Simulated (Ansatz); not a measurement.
Consider V.

Input file:

```
crystal:
  lattice:
    - [-1.51435, 1.51435, 1.51435]
    - [1.51435, -1.51435, 1.51435]
    - [1.51435, 1.51435, -1.51435]
  atoms:
    - { symbol: V, position: [0.0, 0.0, 0.0], spin: 2.0 }
hamiltonian:
  xc: r2scan
  pseudopotentials: { kind: paw }
magnetization:
  spin_polarized: true
kpoints:
  mp_grid: { grid: [12, 12, 12] }
  band_path:
    path:
      - [[0.0, 0.0, 0.0], [0.5, -0.5, 0.5], [0.0, 0.0, 0.5], [0.0, 0.0, 0.0], [0.25, 0.25, 0.25], [0.5, -0.5, 0.5]]
      - [[0.25, 0.25, 0.25], [0.0, 0.0, 0.5]]
    npoints: 14
scf:
  occupations: { method: fermi_dirac, width: 0.05 }
  n_extra_bands: 6
output:
  forces: true
  stress: true
  eigenvalues: true
  fatbands: false
  write_density: true
  write_potential: true
  elf: true
  volumetric_format: npy
```

Launched as:

```sh
ansatz run input.yaml --threads 2 --pin off --max-ram 5632MiB --backend cpu --events-out ev --progress --plain --runs-dir out
```

Below, planes, directions and counts refer to the conventional cell (a = 3.03 Å, b = 3.03 Å, c = 3.03 Å, α = 90.00°, β = 90.00°, γ = 90.00°).

Space group Im-3m; computed pressure about −7 GPa in this cell; spin-polarised.

These are results of Kohn-Sham DFT of a periodic cell, r2SCAN, Ansatz PAW (Ansatz), not measurements.

Predict the valence pseudo-density, electron localisation function and spin density between the atoms.

Answer. V–V (2.62 Å): the density is about 0.28 e/Å³ at the midpoint; the ELF is about 0.25 at the midpoint; no localised pair shows between them.
The spin density sits on V: +0.4 μB (×2) in one cell of 2 atoms: parallel main moments, as they must be, since the calculation's own cell holds one magnetic site. The cell of the calculation (1 atoms) carries 0.5 μB of net spin moment.

Does the calculation give a band gap?

Answer. It is gapless in this calculation (a metal or semimetal).

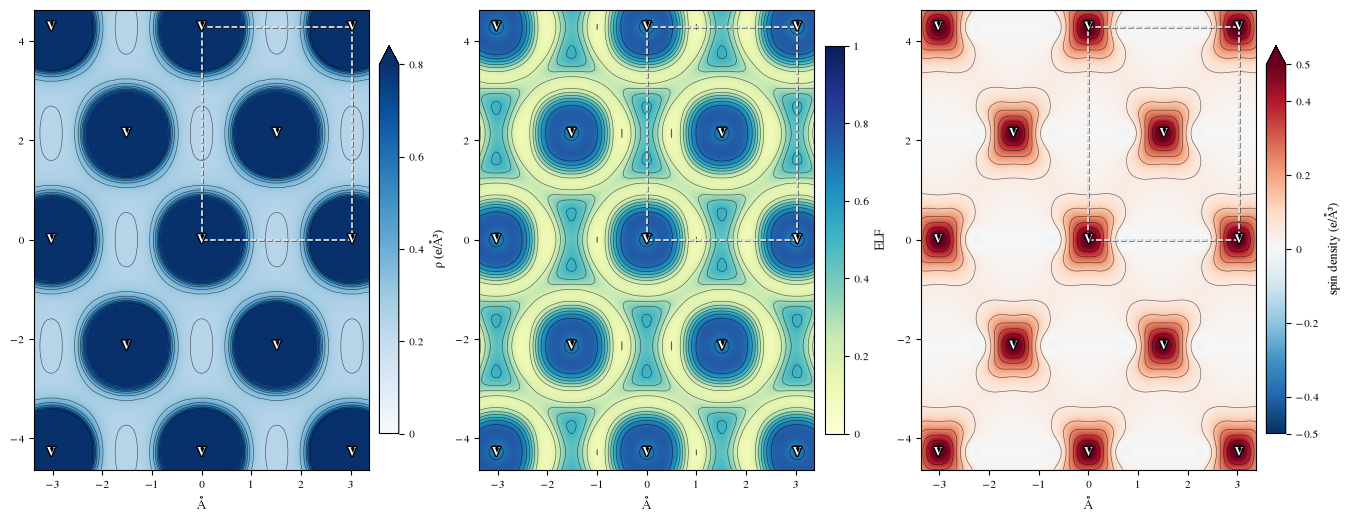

Computed valence pseudo-density, electron localisation function and spin density on the (101) plane of the conventional cell, in this order. 

In a PAW calculation such maps are meaningful between the atoms, not at the nuclei.
